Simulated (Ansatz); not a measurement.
## Geometry relaxation of Sr3Ti2O7 (part 1 of 2)

- system: Sr3Ti2O7 (I4/mmm, 12 atoms in the cell)
- method: DFT r2SCAN, scalar-relativistic, plane waves, PAW, no spin polarisation (Ansatz 0.2.0)

The structure derives from an entry of the Crystallography Open Database.

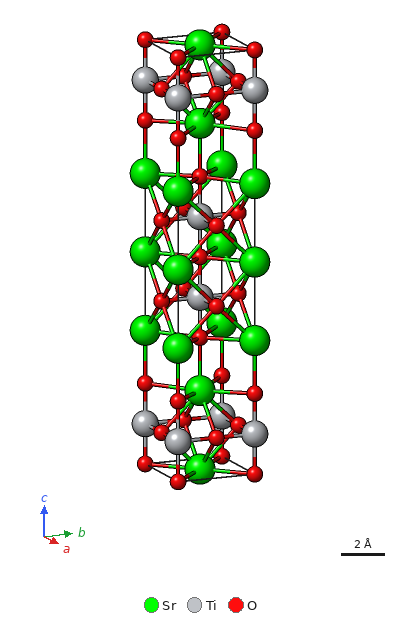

Fig. 1: The starting structure (ball-and-stick view of the cell 2 times as large as that of the calculation, set on its symmetry axes, seen slightly off an axis). An atom can appear more than once, as a periodic image.

Key numbers:

| quantity | value |
| --- | --- |
| outcome | converged |
| space group (tolerance 0.01 Å) | I4/mmm (139) |
| electrons treated | 96 |
| free energy | −19676.7569 eV |
| Fermi energy | 10.194 eV |
| gap on the k-point mesh | 2.34 eV |
| pressure | −0.01 GPa |
| final volume | 154.94 Å³ |
| largest force (length of the vector) at the end | 0.043 eV/Å |
| final cell | a = 10.541 Å, b = 10.541 Å, c = 10.541 Å, α = 158.66°, β = 158.66°, γ = 30.35° |
| hardware | 2 threads of Intel Xeon @ 2.50GHz (Skylake/Cascade Lake), 189 GiB of memory available, shared host |
| wall time | 5.7 min (CPU time 11 min) |
| peak memory | 1.1 GiB |

Input:
```yaml
crystal:
  lattice:
    - [-1.9495, 1.9495, 10.199995]
    - [1.9495, -1.9495, 10.199995]
    - [1.9495, 1.9495, -10.199995]
  atoms:
    - { symbol: Sr, position: [0.5, 0.5, 0.0] }
    - { symbol: Sr, position: [0.315, 0.315, 0.0] }
    - { symbol: Sr, position: [0.685, 0.685, 0.0] }
    - { symbol: Ti, position: [0.095, 0.095, 0.0] }
    - { symbol: Ti, position: [0.905, 0.905, 0.0] }
    - { symbol: O, position: [0.0, 0.0, 0.0] }
    - { symbol: O, position: [0.19, 0.19, 0.0] }
    - { symbol: O, position: [0.81, 0.81, 0.0] }
    - { symbol: O, position: [0.595, 0.095, 0.5] }
    - { symbol: O, position: [0.095, 0.595, 0.5] }
    - { symbol: O, position: [0.405, 0.905, 0.5] }
    - { symbol: O, position: [0.905, 0.405, 0.5] }
basis:
  ecutwfc: 500
kpoints:
  mp_grid: { grid: [8, 8, 8] }
hamiltonian:
  xc: r2scan
scf:
  occupations: { method: gaussian, width: 0.1 }
output:
  forces: true
  stress: true
  eigenvalues: true
relax:
  adjacent_minimum: "off"
  f_tol: 0.05
  max_steps: 80
  cell: { stress_tol: 0.5 }
```

Command:
```bash
ansatz run input.yaml --threads 2 --pin off --max-ram 5120MiB --backend cpu --events-out ev --progress --plain --runs-dir out
```

Output:
```
basis.fft_grid_basis auto: the FFT boxes are laid along the combinations [[1, 0, 1], [0, 1, 1], [0, 0, 1]] of the cell's own vectors, 3.899, 3.899 and 10.566 Å long. The dense box has 30×30×80 points. Along the cell's own vectors, as sized, it would have 80×80×80, 7.11 times as many. Of the 16 symmetry operations that the crystal satisfies within crystal.symmetry.tolerance (time reversal apart; of a slab, those that keep its plane) the dense box along the cell's own vectors carries 16, and the one as laid loses 12 of those. basis.fft_grid_basis: typed keeps the cell's own vectors: state it where this run's energies or levels are differenced outside the engine with another run's, or held beside a run that keeps those vectors.
Engine: ansatz 0.2.0, x86_64-unknown-linux-gnu
Pseudopotentials: kind: paw
Pseudopotential: Sr, paw, valence charge 10, recommended cutoff 500 eV (meta_gga), Sr.paw.azcp
Pseudopotential: Ti, paw, valence charge 12, recommended cutoff 500 eV (meta_gga), Ti.paw.azcp
Pseudopotential: O, paw, valence charge 6, recommended cutoff 500 eV (meta_gga), O.paw.azcp
Functional definition: r2SCAN
  parameter k0 = 0.174
  parameter k1 = 0.065
  parameter a1 = 4.9479
  exchange = r2scan_x(k0 = k0, k1 = k1, a1 = a1)
  correlation = r2scan_c
Crystal: 12 atoms, lattice volume = 155.062 Å³
Basis set: ecut = 500 eV, 3885 PW (Γ), FFT grids on a1+a3, a2+a3, a3, exchange–correlation on 120×120×320 points (64 copies of the dense FFT grid, shifted against one another)
Bands: 60, of which v1, the nominal top of the filled ones, is band 48 counted from 1 (47 counted from 0)
Symmetry: 16 space group operations
Space group: I4/mmm (ITA 139), of the structure as read, at distance tolerance 5.4e-5 Å
k-points: 59 of 512
Non-local potential: Sr, projectors of the file, l = 0: 3, l = 1: 2, l = 2: 2
Non-local potential: Ti, projectors of the file, l = 0: 3, l = 1: 2, l = 2: 3, l = 3: 1
Non-local potential: O, projectors of the file, l = 0: 2, l = 1: 2, l = 2: 1
PAW form: soft (Blöchl's): semilocal exchange-correlation on the pseudo side does not see the compensation charge
PAW frozen core: Sr, regenerated for the run's functional (the file was generated under x = pbe(κ = 0.804, μ = 0.2195149727645171), c = pbe(β = 0.06672455060314922))
PAW frozen core: Ti, regenerated for the run's functional (the file was generated under x = pbe(κ = 0.804, μ = 0.2195149727645171), c = pbe(β = 0.06672455060314922))
PAW frozen core: O, regenerated for the run's functional (the file was generated under x = pbe(κ = 0.804, μ = 0.2195149727645171), c = pbe(β = 0.06672455060314922))
PAW one-centre angular grid: Sr, 302 points (default); XC on 160 Gauss nodes
PAW one-centre angular grid: Ti, 590 points (default); XC on 160 Gauss nodes
PAW one-centre angular grid: O, 302 points (default); XC on 160 Gauss nodes
Initial density: superposition of atomic densities (neutral atoms: chi_scale 0, normalization atom), corrected by the library's trained network
Initial wavefunctions: pseudopotential atomic-orbital guess
Functional: x = r2scan, c = r2scan; τ floored in thin density (d = 2e-4 eV/Å³)
SCF iter   1: F=—  HF=-19676.374787 eV  |F-HF|=—  |Δ(HF+E_count)|=         —  Δρ=1.81e-2  dr2=6.23e-1  dr2_τ=5.71e-1  ethr=1.77e-3  ⟨swp⟩=9.3  Hψ=17817  notcnv=0
preconditioner: auto → Resta (q_TF=auto, 2.519 Å⁻¹)  ε∞=4.4  [insulator: Δε(μ)=2.939 eV  Ē_g=13.876 eV  σ=0.100 eV  W_gap=1.00  n_scr=44 (ndim 8)  ℏωp=25.7 eV  f_vac=0.017  D(μ)=0.00/eV (n_scr^D=0)  ε∞_Penn≈4.4]
SCF iter   2: F=—  HF=-19676.671520 eV  |F-HF|=—  |Δ(HF+E_count)|=   2.97e-1  Δρ=8.32e-3  dr2=5.01e-2  dr2_τ=2.90e-2  ethr=6.49e-4  ⟨swp⟩=3.0  Hψ=7420  notcnv=0  defer=352
SCF iter   3: F=—  HF=-19676.666716 eV  |F-HF|=—  |Δ(HF+E_count)|=   4.80e-3  Δρ=3.31e-3  dr2=9.38e-3  dr2_τ=8.97e-4  ethr=5.22e-5  ⟨swp⟩=2.0  Hψ=5522  notcnv=0  defer=352
SCF iter   4: F=—  HF=-19676.666188 eV  |F-HF|=—  |Δ(HF+E_count)|=   5.28e-4  Δρ=1.13e-3  dr2=1.26e-3  dr2_τ=2.14e-4  ethr=9.77e-6  ⟨swp⟩=2.1  Hψ=4868  notcnv=0  defer=352
SCF iter   5: F=—  HF=-19676.666041 eV  |F-HF|=—  |Δ(HF+E_count)|=   1.47e-4  Δρ=3.01e-4  dr2=1.10e-4  dr2_τ=1.09e-5  ethr=1.31e-6  ⟨swp⟩=2.0  Hψ=5074  notcnv=0  defer=352
SCF iter   6: F=—  HF=-19676.666050 eV  |F-HF|=—  |Δ(HF+E_count)|=   9.51e-6  Δρ=1.41e-4  dr2=2.64e-5  dr2_τ=4.19e-6  ethr=1.15e-7  ⟨swp⟩=2.0  Hψ=5371  notcnv=0  defer=352
SCF iter   7: F=—  HF=-19676.665958 eV  |F-HF|=—  |Δ(HF+E_count)|=   9.24e-5  Δρ=4.32e-5  dr2=3.24e-6  dr2_τ=1.91e-7  ethr=2.75e-8  ⟨swp⟩=2.0  Hψ=5337  notcnv=0  defer=352
SCF iter   8: F=—  HF=-19676.665957 eV  |F-HF|=—  |Δ(HF+E_count)|=   2.35e-7  Δρ=1.36e-5  dr2=3.34e-7  dr2_τ=2.15e-8  ethr=3.37e-9  ⟨swp⟩=2.0  Hψ=5321  notcnv=0  defer=352
SCF iter   9: F=-19676.665957 eV  HF=-19676.665957 eV  |F-HF|=2.71e-8  |Δ(HF+E_count)|=   1.81e-8  Δρ=4.50e-6  dr2=3.47e-8  dr2_τ=1.08e-9  ethr=1.04e-10  ⟨swp⟩=13.5  Hψ=15927  notcnv=0
SCF 1 converged in 9 iterations: F = -19676.665957 eV  dr2 = 3.47e-8
  greatest PAW one-centre occupation: 1.000 electrons in one spin orbital (limit 2), on the Ti atom at site 4 (counted from 0), in its partial waves of l = 1
relax step   1: F+E_penalty+E_count = -19676.66595741 eV  Δ(F+E_penalty+E_count) = +0.000e0 eV  max|allowed force component| = 8.964e-1 eV/Å  Δτ_max = 0.0000 Å  P = +1.004 GPa  Ω = 155.062 Å³  (9 SCF iters, dr2 threshold 1.00e-7 eV, accepted)
Crystal: 12 atoms, lattice volume = 151.647 Å³
Basis set: ecut = 500 eV, 3845 PW (Γ), FFT grids on a1+a3, a2+a3, a3, exchange–correlation on 120×120×320 points (64 copies of the dense FFT grid, shifted against one another)
Initial density: handed on by an earlier stage of this run
Initial wavefunctions: those handed on with the density
iter 1 solved again at ethr=6.33e-4 eV; its pass at ethr=3.10e-3 eV (dr2=6.08e-1 eV) is discarded
SCF iter   1: F=—  HF=-19676.464846 eV  |F-HF|=—  |Δ(HF+E_count)|=         —  Δρ=1.73e-2  dr2=6.13e-1  dr2_τ=3.86e0  ethr=6.33e-4  ⟨swp⟩=1.7  Hψ=21057  notcnv=0  defer=2
preconditioner: auto → Resta (q_TF=auto, 2.528 Å⁻¹)  ε∞=4.7  [insulator: Δε(μ)=1.869 eV  Ē_g=13.482 eV  σ=0.100 eV  W_gap=1.00  n_scr=42 (ndim 8)  ℏωp=25.9 eV  f_vac=0.024  D(μ)=0.00/eV (n_scr^D=0)  ε∞_Penn≈4.7]
SCF iter   2: F=—  HF=-19676.444802 eV  |F-HF|=—  |Δ(HF+E_count)|=   2.00e-2  Δρ=8.61e-3  dr2=9.50e-2  dr2_τ=1.43e-2  ethr=6.33e-4  ⟨swp⟩=3.3  Hψ=6783  notcnv=0  defer=10
SCF iter   3: F=—  HF=-19676.430610 eV  |F-HF|=—  |Δ(HF+E_count)|=   1.42e-2  Δρ=4.03e-3  dr2=2.82e-2  dr2_τ=2.93e-3  ethr=9.90e-5  ⟨swp⟩=2.0  Hψ=6288  notcnv=0  defer=269
SCF iter   4: F=—  HF=-19676.427780 eV  |F-HF|=—  |Δ(HF+E_count)|=   2.83e-3  Δρ=1.40e-3  dr2=3.18e-3  dr2_τ=3.67e-4  ethr=2.94e-5  ⟨swp⟩=2.0  Hψ=4791  notcnv=0  defer=269
SCF iter   5: F=—  HF=-19676.427724 eV  |F-HF|=—  |Δ(HF+E_count)|=   5.65e-5  Δρ=6.32e-4  dr2=5.34e-4  dr2_τ=6.55e-5  ethr=3.32e-6  ⟨swp⟩=2.0  Hψ=5104  notcnv=0  defer=269
SCF iter   6: F=—  HF=-19676.427646 eV  |F-HF|=—  |Δ(HF+E_count)|=   7.82e-5  Δρ=2.02e-4  dr2=4.76e-5  dr2_τ=9.21e-6  ethr=5.56e-7  ⟨swp⟩=2.5  Hψ=5453  notcnv=0  defer=269
SCF iter   7: F=—  HF=-19676.427650 eV  |F-HF|=—  |Δ(HF+E_count)|=   4.81e-6  Δρ=9.12e-5  dr2=1.10e-5  dr2_τ=1.60e-6  ethr=4.96e-8  ⟨swp⟩=2.0  Hψ=5187  notcnv=0  defer=269
SCF iter   8: F=—  HF=-19676.427650 eV  |F-HF|=—  |Δ(HF+E_count)|=   1.94e-8  Δρ=3.32e-5  dr2=1.43e-6  dr2_τ=2.06e-7  ethr=1.15e-8  ⟨swp⟩=2.0  Hψ=5147  notcnv=0  defer=269
SCF iter   9: F=-19676.427651 eV  HF=-19676.427651 eV  |F-HF|=1.33e-8  |Δ(HF+E_count)|=   1.96e-7  Δρ=6.60e-6  dr2=7.59e-8  dr2_τ=5.12e-9  ethr=1.25e-9  ⟨swp⟩=12.8  Hψ=16969  notcnv=0
SCF 2 converged in 9 iterations: F = -19676.427651 eV  dr2 = 7.59e-8
relax step   2: F+E_penalty+E_count = -19676.42765066 eV  Δ(F+E_penalty+E_count) = +2.383e-1 eV  max|allowed force component| = 1.752e0 eV/Å  Δτ_max = 0.1515 Å  P = +3.450 GPa  Ω = 151.647 Å³  energy of the carried Pulay correction = +1.414e-3 eV  (9 SCF iters, dr2 threshold 1.20e-6 eV, rejected (line search))
Crystal: 12 atoms, lattice volume = 154.535 Å³
Basis set: ecut = 500 eV, 3901 PW (Γ), FFT grids on a1+a3, a2+a3, a3, exchange–correlation on 120×120×320 points (64 copies of the dense FFT grid, shifted against one another)
iter 1 solved again at ethr=3.18e-4 eV; its pass at ethr=3.10e-3 eV (dr2=3.05e-1 eV) is discarded
SCF iter   1: F=—  HF=-19676.425575 eV  |F-HF|=—  |Δ(HF+E_count)|=         —  Δρ=1.19e-2  dr2=3.06e-1  dr2_τ=1.77e0  ethr=3.18e-4  ⟨swp⟩=1.1  Hψ=20127  notcnv=0
preconditioner: auto → Resta (q_TF=auto, 2.520 Å⁻¹)  ε∞=4.6  [insulator: Δε(μ)=2.413 eV  Ē_g=13.460 eV  σ=0.100 eV  W_gap=1.00  n_scr=44 (ndim 8)  ℏωp=25.7 eV  f_vac=0.018  D(μ)=0.00/eV (n_scr^D=0)  ε∞_Penn≈4.6]
SCF iter   2: F=—  HF=-19676.758044 eV  |F-HF|=—  |Δ(HF+E_count)|=   3.32e-1  Δρ=6.05e-3  dr2=5.40e-2  dr2_τ=7.27e-3  ethr=3.18e-4  ⟨swp⟩=2.9  Hψ=6676  notcnv=0
SCF iter   3: F=—  HF=-19676.747234 eV  |F-HF|=—  |Δ(HF+E_count)|=   1.08e-2  Δρ=2.55e-3  dr2=1.48e-2  dr2_τ=1.87e-3  ethr=5.62e-5  ⟨swp⟩=2.0  Hψ=5854  notcnv=0  defer=46
SCF iter   4: F=—  HF=-19676.745186 eV  |F-HF|=—  |Δ(HF+E_count)|=   2.05e-3  Δρ=8.33e-4  dr2=1.25e-3  dr2_τ=1.06e-4  ethr=1.54e-5  ⟨swp⟩=2.0  Hψ=4937  notcnv=0  defer=46
SCF iter   5: F=—  HF=-19676.745295 eV  |F-HF|=—  |Δ(HF+E_count)|=   1.09e-4  Δρ=5.58e-4  dr2=4.51e-4  dr2_τ=5.94e-5  ethr=1.30e-6  ⟨swp⟩=2.1  Hψ=5400  notcnv=0  defer=46
SCF iter   6: F=—  HF=-19676.745239 eV  |F-HF|=—  |Δ(HF+E_count)|=   5.68e-5  Δρ=1.71e-4  dr2=3.33e-5  dr2_τ=4.23e-6  ethr=4.70e-7  ⟨swp⟩=2.0  Hψ=5227  notcnv=0  defer=46
SCF iter   7: F=—  HF=-19676.745238 eV  |F-HF|=—  |Δ(HF+E_count)|=   3.08e-7  Δρ=6.84e-5  dr2=6.44e-6  dr2_τ=1.00e-6  ethr=3.47e-8  ⟨swp⟩=2.0  Hψ=5378  notcnv=0  defer=46
SCF iter   8: F=—  HF=-19676.745148 eV  |F-HF|=—  |Δ(HF+E_count)|=   9.00e-5  Δρ=2.78e-5  dr2=1.02e-6  dr2_τ=1.54e-7  ethr=6.71e-9  ⟨swp⟩=2.0  Hψ=5246  notcnv=0  defer=46
SCF iter   9: F=—  HF=-19676.745148 eV  |F-HF|=—  |Δ(HF+E_count)|=   2.87e-8  Δρ=8.52e-6  dr2=1.13e-7  dr2_τ=1.80e-8  ethr=1.06e-9  ⟨swp⟩=2.0  Hψ=5238  notcnv=0  defer=46
SCF iter  10: F=-19676.745148 eV  HF=-19676.745148 eV  |F-HF|=3.80e-9  |Δ(HF+E_count)|=   1.90e-8  Δρ=2.33e-6  dr2=6.54e-9  dr2_τ=5.42e-10  ethr=1.25e-11  ⟨swp⟩=10.2  Hψ=18464  notcnv=0
SCF 3 converged in 10 iterations: F = -19676.745148 eV  dr2 = 6.54e-9
relax step   3: F+E_penalty+E_count = -19676.74514823 eV  Δ(F+E_penalty+E_count) = -7.919e-2 eV  max|allowed force component| = 3.308e-1 eV/Å  Δτ_max = 0.0576 Å  P = +0.715 GPa  Ω = 154.535 Å³  energy of the carried Pulay correction = +2.163e-4 eV  (10 SCF iters, accepted)
Crystal: 12 atoms, lattice volume = 154.945 Å³
Basis set: ecut = 500 eV, 3909 PW (Γ), FFT grids on a1+a3, a2+a3, a3, exchange–correlation on 120×120×320 points (64 copies of the dense FFT grid, shifted against one another)
iter 1 solved again at ethr=6.01e-6 eV; its pass at ethr=3.10e-3 eV (dr2=5.77e-3 eV) is discarded
SCF iter   1: F=—  HF=-19676.742057 eV  |F-HF|=—  |Δ(HF+E_count)|=         —  Δρ=2.03e-3  dr2=6.34e-3  dr2_τ=6.01e-2  ethr=6.01e-6  ⟨swp⟩=3.4  Hψ=18217  notcnv=0
preconditioner: auto → Resta (q_TF=auto, 2.519 Å⁻¹)  ε∞=4.6  [insulator: Δε(μ)=2.354 eV  Ē_g=13.461 eV  σ=0.100 eV  W_gap=1.00  n_scr=44 (ndim 8)  ℏωp=25.7 eV  f_vac=0.018  D(μ)=0.00/eV (n_scr^D=0)  ε∞_Penn≈4.6]
SCF iter   2: F=—  HF=-19676.757212 eV  |F-HF|=—  |Δ(HF+E_count)|=   1.52e-2  Δρ=1.04e-3  dr2=1.40e-3  dr2_τ=1.45e-4  ethr=6.01e-6  ⟨swp⟩=2.0  Hψ=6372  notcnv=0
SCF iter   3: F=—  HF=-19676.757088 eV  |F-HF|=—  |Δ(HF+E_count)|=   1.24e-4  Δρ=5.25e-4  dr2=4.52e-4  dr2_τ=6.37e-5  ethr=1.46e-6  ⟨swp⟩=2.0  Hψ=5432  notcnv=0
SCF iter   4: F=—  HF=-19676.756967 eV  |F-HF|=—  |Δ(HF+E_count)|=   1.21e-4  Δρ=1.30e-4  dr2=2.49e-5  dr2_τ=3.80e-6  ethr=4.71e-7  ⟨swp⟩=2.0  Hψ=5395  notcnv=0
SCF iter   5: F=—  HF=-19676.756974 eV  |F-HF|=—  |Δ(HF+E_count)|=   6.62e-6  Δρ=7.61e-5  dr2=7.87e-6  dr2_τ=9.91e-7  ethr=2.59e-8  ⟨swp⟩=2.2  Hψ=5148  notcnv=0
SCF iter   6: F=—  HF=-19676.756974 eV  |F-HF|=—  |Δ(HF+E_count)|=   6.76e-8  Δρ=3.22e-5  dr2=1.41e-6  dr2_τ=1.66e-7  ethr=8.20e-9  ⟨swp⟩=2.1  Hψ=5437  notcnv=0
SCF iter   7: F=-19676.756974 eV  HF=-19676.756974 eV  |F-HF|=1.11e-8  |Δ(HF+E_count)|=   2.12e-8  Δρ=8.50e-6  dr2=9.23e-8  dr2_τ=7.13e-9  ethr=1.25e-9  ⟨swp⟩=7.8  Hψ=14693  notcnv=0
SCF 4 converged in 7 iterations: F = -19676.756974 eV  dr2 = 9.23e-8
relax step   4: F+E_penalty+E_count = -19676.75697404 eV  Δ(F+E_penalty+E_count) = -1.183e-2 eV  max|allowed force component| = 4.346e-2 eV/Å  Δτ_max = 0.0145 Å  P = -0.014 GPa  Ω = 154.945 Å³  energy of the carried Pulay correction = +4.817e-5 eV  (7 SCF iters, dr2 threshold 1.20e-6 eV, accepted)
Initial wavefunctions: pseudopotential atomic-orbital guess (no wavefunctions were taken with the density)
iter 1 solved again at ethr=8.85e-7 eV; its pass at ethr=3.10e-3 eV (dr2=8.50e-4 eV) is discarded
SCF iter   1: F=—  HF=-19676.757010 eV  |F-HF|=—  |Δ(HF+E_count)|=         —  Δρ=1.70e-5  dr2=1.16e-7  dr2_τ=5.65e-8  ethr=8.85e-7  ⟨swp⟩=3.3  Hψ=25800  notcnv=0
eigensolver tolerance schedule: the retry pair's looser diagonalisation over-reported the residual by 7325.83 of it (diagonalisation noise at an unbounded share of the residual, at the tolerance the schedule requests for it); recorded, not acted on — ethr = c·dr2/N_el stays at c = 1.0e-1
preconditioner: auto → Resta (q_TF=auto, 2.519 Å⁻¹)  ε∞=4.6  [insulator: Δε(μ)=2.343 eV  Ē_g=13.457 eV  σ=0.100 eV  W_gap=1.00  n_scr=44 (ndim 8)  ℏωp=25.7 eV  f_vac=0.019  D(μ)=0.00/eV (n_scr^D=0)  ε∞_Penn≈4.6]
SCF iter   2: F=—  HF=-19676.756923 eV  |F-HF|=—  |Δ(HF+E_count)|=   8.70e-5  Δρ=9.44e-6  dr2=5.26e-8  dr2_τ=4.77e-8  ethr=1.21e-10  ⟨swp⟩=4.0  Hψ=9171  notcnv=0
SCF iter   3: F=—  HF=-19676.756923 eV  |F-HF|=—  |Δ(HF+E_count)|=   7.18e-8  Δρ=4.01e-6  dr2=1.82e-8  dr2_τ=5.82e-9  ethr=5.48e-11  ⟨swp⟩=2.0  Hψ=4769  notcnv=0
SCF iter   4: F=-19676.756923 eV  HF=-19676.756923 eV  |F-HF|=6.42e-9  |Δ(HF+E_count)|=   5.37e-9  Δρ=1.77e-6  dr2=7.00e-9  dr2_τ=1.18e-9  ethr=1.25e-11  ⟨swp⟩=8.4  Hψ=14678  notcnv=0
SCF 5 converged in 4 iterations: F = -19676.756923 eV  dr2 = 7.00e-9
relax step   5: F+E_penalty+E_count = -19676.75692318 eV  Δ(F+E_penalty+E_count) = +5.087e-5 eV  max|allowed force component| = 4.323e-2 eV/Å  Δτ_max = 0.0000 Å  P = -0.014 GPa  Ω = 154.945 Å³  stress off target by 1.53e-2 GPa  SCF on the basis re-selected at this cell (its energy is not comparable with the rows above)  (4 SCF iters)
```

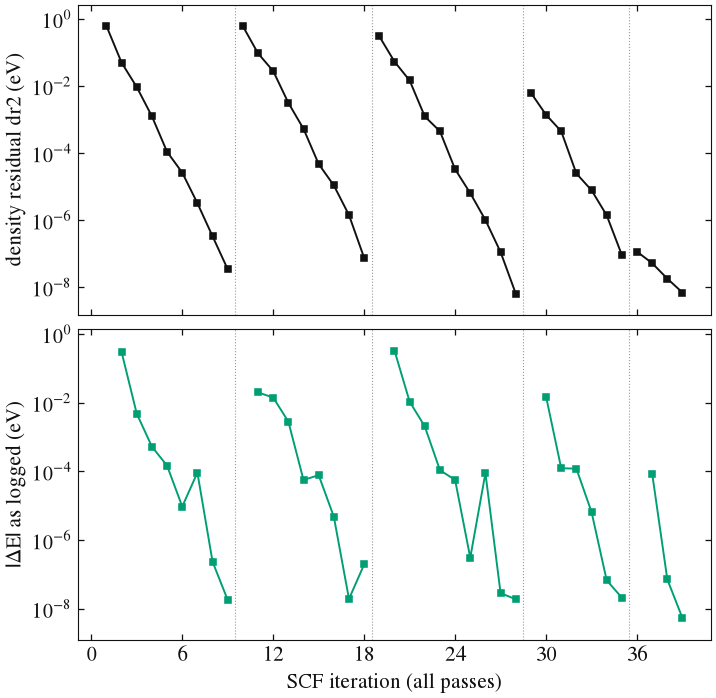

Fig. 2: Convergence of the self-consistent field: density residual dr2 and size of the energy change against the SCF iteration. The dotted lines part the SCF passes of the relaxation: geometry steps, rejected trials and re-solves on a re-selected basis. The 5 passes take 4 to 10 iterations each, 39 in all.
